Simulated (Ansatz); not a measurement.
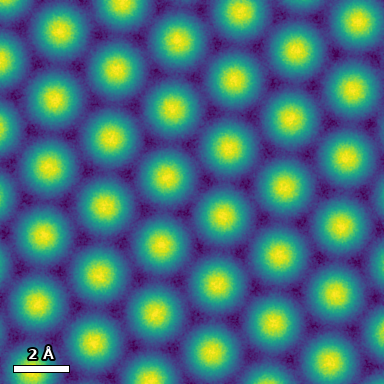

Dark-field STEM-like image of P. Simulation: incoherent imaging, intensity Z^1.8 per atom, probe width 1.30 Å, thin sample. The display is stretched by a gamma of 0.65; percentages refer to the linear signal. Shot noise was added.

> Give the net of the columns and its spacings.

The pattern repeats on a hexagonal net with a repeat of 2.5 Å.

> Which plane group does this projection have?

p6mm: sixfold points with mirror lines through them.

> How many columns does the smallest repeating cell hold, and how many levels of brightness?

1 column in the primitive cell of 5.4 Å², all of one brightness.

The crystal is P (Im-3m, No. 229) seen along [111]. Model: the input geometry of a calculation; the starting structure was generated, so it need not be a known form of this composition.
